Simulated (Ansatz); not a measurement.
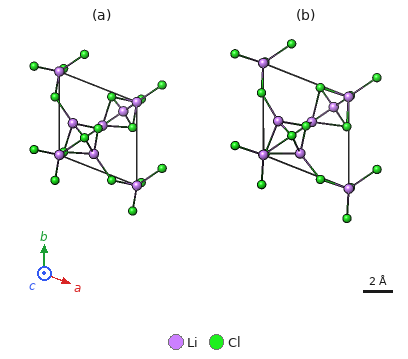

The structure of crystalline LiCl (a generated structure, set up in I-42m) (coarse preliminary run) before (left) and after (right) a relaxation, at one scale.

A ball-and-stick model of the cell of the calculation, seen along the c axis.

Level of theory: DFT PBE, scalar-relativistic, plane waves, PAW in Ansatz.

The input:
```yaml
crystal:
  lattice:
    - [-3.40140728, 3.40140728, 4.46725627]
    - [3.40140728, -3.40140728, 4.46725627]
    - [3.40140728, 3.40140728, -4.46725627]
  atoms:
    - { symbol: Li, position: [0.17486852, 0.44450086, 0.0] }
    - { symbol: Li, position: [0.55549914, 0.55549914, 0.73036766] }
    - { symbol: Li, position: [0.0, 0.0, 0.0] }
    - { symbol: Li, position: [0.82513148, 0.82513148, 0.26963234] }
    - { symbol: Li, position: [0.44450086, 0.17486852, 0.0] }
    - { symbol: Cl, position: [0.32513148, 0.32513148, 0.26963234] }
    - { symbol: Cl, position: [0.94450086, 0.67486852, 0.0] }
    - { symbol: Cl, position: [0.67486852, 0.94450086, 0.0] }
    - { symbol: Cl, position: [0.05549914, 0.05549914, 0.73036766] }
    - { symbol: Cl, position: [0.5, 0.5, 0.0] }
basis:
  ecutwfc: 420
kpoints:
  mp_grid: { grid: [4, 4, 4] }
hamiltonian:
  xc: pbe
scf:
  occupations: { method: gaussian, width: 0.1 }
  lower_state_search: "off"
output:
  forces: true
  stress: true
  eigenvalues: true
relax:
  adjacent_minimum: "off"
  f_tol: 0.04
  max_steps: 70
  cell: { stress_tol: 0.4 }
```

Command:
```bash
ansatz run input.yaml --threads 1 --pin off --max-ram 2560MiB --backend cpu --events-out ev --progress --plain --runs-dir out
```

Question: Summarise the run.

Answer: After 5 accepted moves (6 points after the start) the energy has fallen by 3.437 eV per cell of the calculation. The largest force component goes from 2.8 to 0.0058 eV/Å. Pressure: 13.21 GPa at the start and 0.08 GPa at the end. The SCF was repeated once at an unchanged geometry on a basis and grid sized afresh for the cell, which shifted the energy by 6.8 meV per cell of the calculation at most. The largest moves relative to the cell, 0.26 Å, are those of Cl6, Cl7, Cl8 and Cl9. Cl9 goes roughly along [−1 −1 −1]. By element the largest moves are Cl 0.26 Å, Li 0.09 Å. The volume changes by +33.1 %, with a = b = c 6.565 → 7.219 Å (+10.0 %), α 117.6° → 117.5°, β 117.6° → 117.5°, γ 94.2° → 94.4°. Some distances before and after: Cl6–Cl9 2.594 → 3.292 Å, Li1–Cl6 2.122 → 2.472 Å, Li3–Cl6 2.139 → 2.389 Å, Li1–Cl10 2.139 → 2.364 Å. Among the angles between lasting bonds that change: Cl6–Li3–Cl9 74.7° → 87.1°, Li1–Cl7–Li3 127.3° → 138.5°, Li2–Cl7–Li4 75.4° → 67.0°. The space group stays I-42m (No. 121). The run took 100 s on 1 thread of Arm Neoverse N1, with other jobs on the host, peak memory 0.47 GiB.
